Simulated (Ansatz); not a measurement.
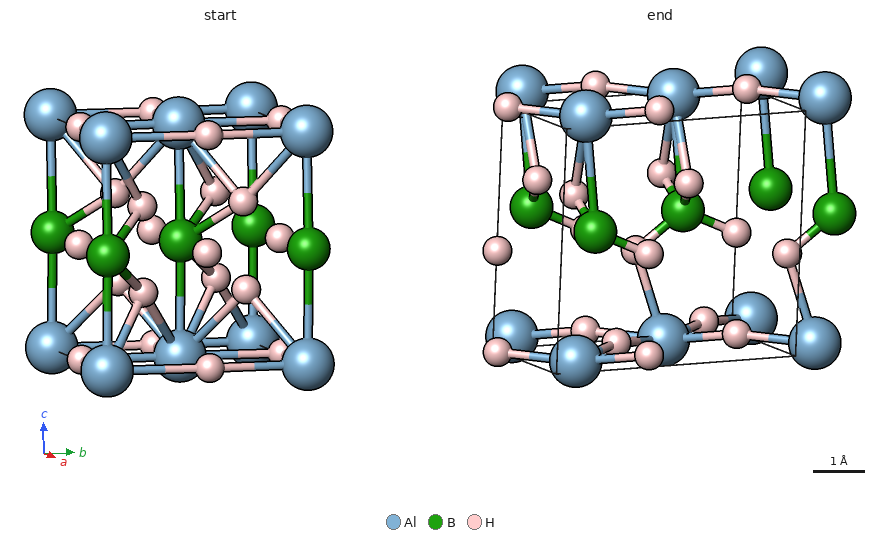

The structure of crystalline AlBH$_{6}$ (built on the AlSiNi6-123 type type) before (left) and after (right) a relaxation, at one scale.

The picture is a ball-and-stick view of the larger cell on standard axes (2 times the calculation's cell), seen slightly off an axis.

Case: shaken.

Level of theory: DFT, PBEsol, plane waves, PAW (Ansatz). Set-up: plane-wave cutoff 420 eV; k-point mesh 6 × 6 × 4; occupations fermi dirac; smearing width 0.05 eV; no spin polarisation; cell and atoms relaxed; force threshold 0.01 eV/Å; at most 120 steps.

### What changed between the two?

Over 34 accepted moves (36 points after the start) the energy falls by 6.209 eV per cell of the calculation. The largest force component goes from 0.21 to 0.0036 eV/Å. The pressure goes from −3.15 to 0.00 GPa. The SCF was repeated twice at an unchanged geometry on a basis and grid sized afresh for the cell, which shifted the energy by 0.115 eV per cell of the calculation at most. An H atom moves most relative to the cell: 1.50 Å along [2 2 1]. By element the largest moves are H 1.50 Å, B 0.90 Å, Al 0.57 Å. Cell: a 4.156 → 4.914 Å (+18.2 %), b 4.125 → 4.925 Å (+19.4 %), c 4.649 → 4.897 Å (+5.3 %), α 89.8° → 84.8°, β 91.3° → 90.1°, γ 89.2° → 90.0°. Volume +48.2 %. Some distances before and after: Al–H 2.036 → 3.950 Å, Al–H 2.067 → 3.647 Å, Al–H 2.056 → 3.331 Å, B–H 1.682 → 2.789 Å. New bonds form, among them: B–H (2.04 → 1.20 Å). Within 0.06 Å the space group is Cm at the start and Cm at the end; at a tighter tolerance small leftover displacements or strains of the cell lower it. The run took 39 s on 4 threads of Arm Neoverse V1, on a shared host, peak memory 0.41 GiB.
